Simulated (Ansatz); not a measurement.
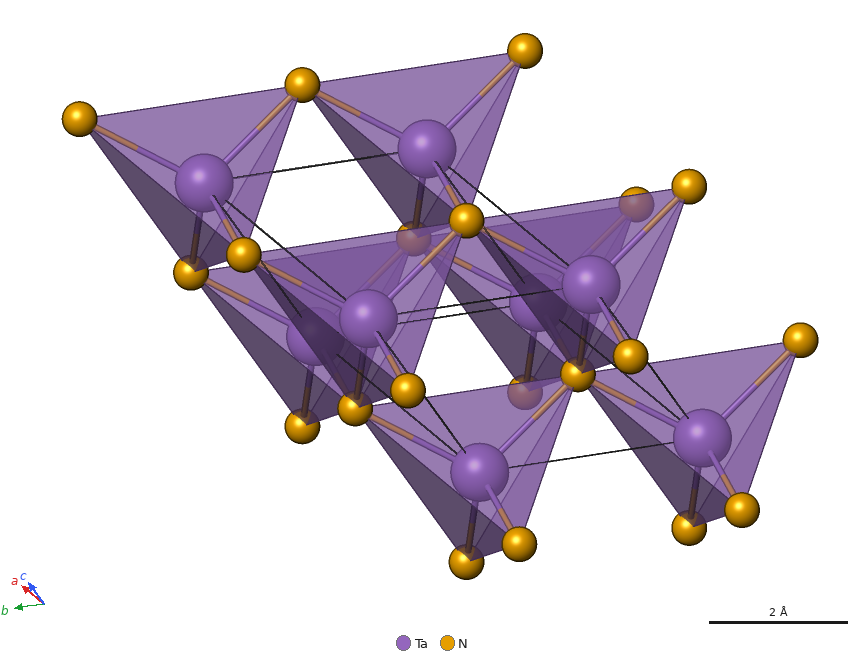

The crystal in a polyhedral representation, seen from a general direction. The edges of the simulation cell are marked. Some atoms of the next cells are drawn as well.

Input used:
```yaml
crystal:
  lattice:
    - [0.0, 2.3821777771, 2.3821777771]
    - [2.3821777771, 0.0, 2.3821777771]
    - [2.3821777771, 2.3821777771, 0.0]
  atoms:
    - { symbol: Ta, position: [0.0, 0.0, 0.0], spin: 0.05 }
    - { symbol: "N", position: [0.25, 0.25, 0.25] }
basis:
  ecutwfc: 500
  ecutrho_ratio: 4
kpoints:
  mp_grid: { grid: [12, 12, 12] }
hamiltonian:
  xc: r2scan
scf:
  occupations: { method: gaussian, width: 0.05 }
output:
  forces: true
  stress: true
  eigenvalues: true
  populations: true
magnetization:
  spin_polarized: true
```
Run as:
```sh
ansatz run input.yaml --threads 2 --pin off --max-ram 2662MiB --backend cpu --events-out ev --progress --plain --runs-dir out
```

The calculation used DFT r2SCAN, scalar-relativistic, plane waves, PAW in Ansatz 0.2.0, with a plane-wave cutoff of 500 eV, k-points on a 12×12×12 grid, Gaussian smearing of 0.05 eV, collinear spins.

### Metal or not?

A metal: bands cross the Fermi level.

### How far is the cell from zero pressure?

The computed pressure is -5.0 GPa (stretched: it would shrink).

### Is it magnetic?

No: the moments vanish.

Origin of the cell: a structure type filled with these elements by a generator (whether the compound takes this form wasn't checked). The cell was then strained or its atoms displaced on purpose. It was run through Ansatz as a DFT input.

At this level of theory the run's own cell isn't at rest (stretched, at -5 GPa), so its distances can differ from those at equilibrium, the more so the softer the solid, and its magnetic state may change on relaxation.
